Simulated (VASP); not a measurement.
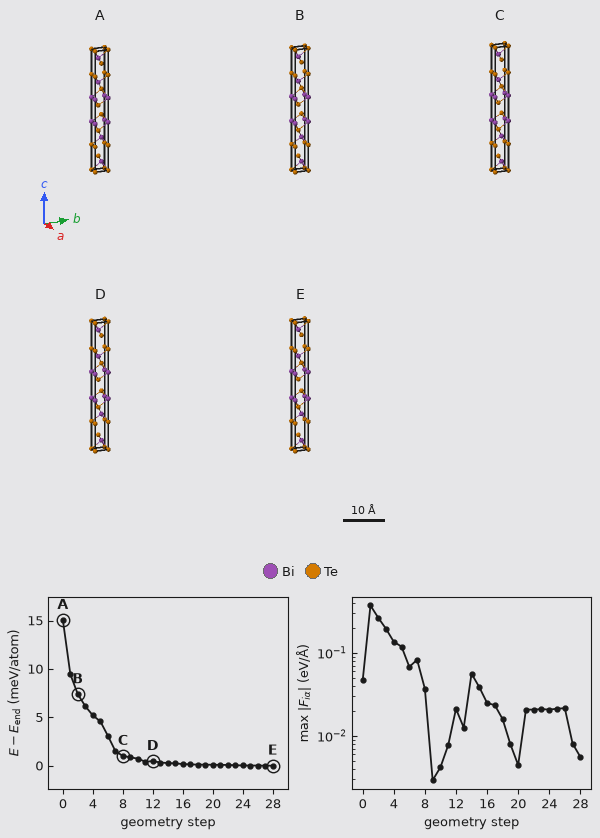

Frames of a relaxation of a crystal of Bi2Te3 (set up in R-3m), marked on the history of the run. Style: ball-and-stick. Shown: the conventional cell (3 times the calculation's cell), slightly off an axis. Lengths and directions refer to the drawn axes.

The run lets cell and atoms move.

These are results of Kohn-Sham DFT of a periodic cell, PBE, VASP PAW PBE potentials, minimal (VASP 6.6.1), not measurements.

Input file:
```
PREC = Accurate ; ENCUT = 300
EDIFF = 1E-6 ; ISMEAR = 0
SIGMA = 0.03 ; LREAL = False
LASPH = True ; NELM = 80
ALGO = Normal ; ISIF = 3
LWAVE = False ; LCHARG = False
GGA = PE ; IBRION = 2
NSW = 90 ; EDIFFG = -0.01
```

Run as
```bash
cat potpaw_PBE.64/Bi/POTCAR potpaw_PBE.64/Te/POTCAR > POTCAR
mpirun -np 1 vasp_std > vasp.out
```

Describe the path.

Answer. The run was cut off at its time limit before the relaxation converged, so the last structure is only a point on the way. The largest moves relative to the cell, 0.23 Å, are those of Te atoms. By element the largest moves are Te 0.23 Å, Bi 0.11 Å. The volume changes by +8.8 %, with a = b 4.386 → 4.438 Å (+1.2 %), c 30.497 → 32.417 Å (+6.3 %). Near-neighbour distances that change, for instance: Bi–Te 3.247 → 3.285 Å, Bi–Te 3.074 → 3.089 Å. The space group stays R-3m (No. 166). Over 28 geometry steps the energy falls by 15.0 meV per atom. The largest force component goes from 0.046 to 0.0056 eV/Å. Pressure: 1.93 GPa at the start and 0.02 GPa at the end. From step 0 to 2: volume +3.9 %, energy −7.7 meV per atom. From step 2 to 8: Te atoms move most (0.14 Å), volume +2.9 %, energy −6.4 meV per atom. From step 8 to 12: Te atoms move most (0.06 Å), volume +0.7 %, energy −0.5 meV per atom. From step 12 to 28: Te atoms move most (0.03 Å), volume +1.1 %, energy −0.5 meV per atom.
